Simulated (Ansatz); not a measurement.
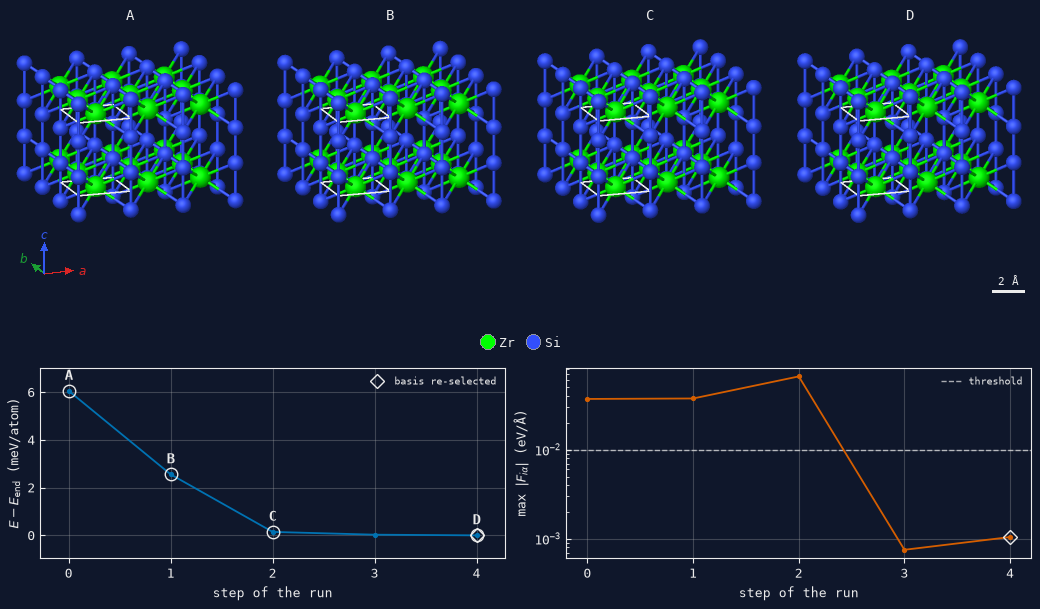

Frames of a relaxation of solid ZrSi$_{2}$ (a generated structure, set up in P4/mmm), marked on the history of the run. Style: ball-and-stick. Shown: the cell of the calculation, repeated 3 × 3 × 1 with one cell outlined, slightly off an axis.

Theory: Ansatz, DFT PBE, scalar-relativistic, plane waves, PAW.

The input:
```yaml
crystal:
  lattice:
    - [3.5354140718, 0.0, 0.0]
    - [0.0, 3.5354140718, 0.0]
    - [0.0, 0.0, 4.8257882915]
  atoms:
    - { symbol: Zr, position: [0.5, 0.5, 0.0] }
    - { symbol: Si, position: [0.0, 0.0, 0.2569034616] }
    - { symbol: Si, position: [0.0, 0.0, 0.7430965384] }
basis:
  ecutwfc: 420
kpoints:
  mp_grid: { grid: [14, 14, 10] }
hamiltonian:
  xc: pbe
scf:
  occupations: { method: gaussian, width: 0.1 }
output:
  forces: true
  stress: true
  eigenvalues: true
relax:
  adjacent_minimum: "off"
  f_tol: 0.01
  max_steps: 80
  cell: { stress_tol: 0.05 }
```

Command:
```bash
ansatz run input.yaml --threads 1 --pin off --max-ram 2560MiB --backend cpu --events-out ev --progress --plain --runs-dir out
```

**Describe the path.**

The largest moves relative to the cell, 0.009 Å, are those of Si2 and Si3. Si3 goes along −c. Zr stays in place. The volume changes by +0.4 %, with a = b 3.535 → 3.496 Å (−1.1 %), c 4.826 → 4.954 Å (+2.7 %). Some distances before and after: Si2–Si3 2.480 → 2.563 Å, Si2–Si3 (another image) 2.346 → 2.391 Å, Zr1–Zr1 3.535 → 3.496 Å, Zr1–Si2 2.790 → 2.785 Å. Bond angles that change, for instance: Zr1–Si2–Zr1 127.2° → 125.2°. The space group stays P4/mmm (No. 123). The energy falls by 6.1 meV per atom in 3 accepted moves (4 points after the start). Largest force component: 0.037 eV/Å at the start, 0.001 eV/Å at the end. Pressure: 0.28 GPa at the start and −0.02 GPa at the end. The SCF was repeated once at an unchanged geometry on a basis and grid sized afresh for the cell, which shifted the energy by less than 0.05 meV per atom at most. The run took 29 s on 1 thread of Intel(R) Xeon(R) 6975P-C (Granite Rapids), with other jobs on the host, peak memory 0.52 GiB. From step 0 to 1: volume −1.1 %, energy −3.5 meV per atom. From step 1 to 2: volume +1.6 %, energy −2.4 meV per atom. From step 2 to 4: volume −0.1 %, energy −0.1 meV per atom.
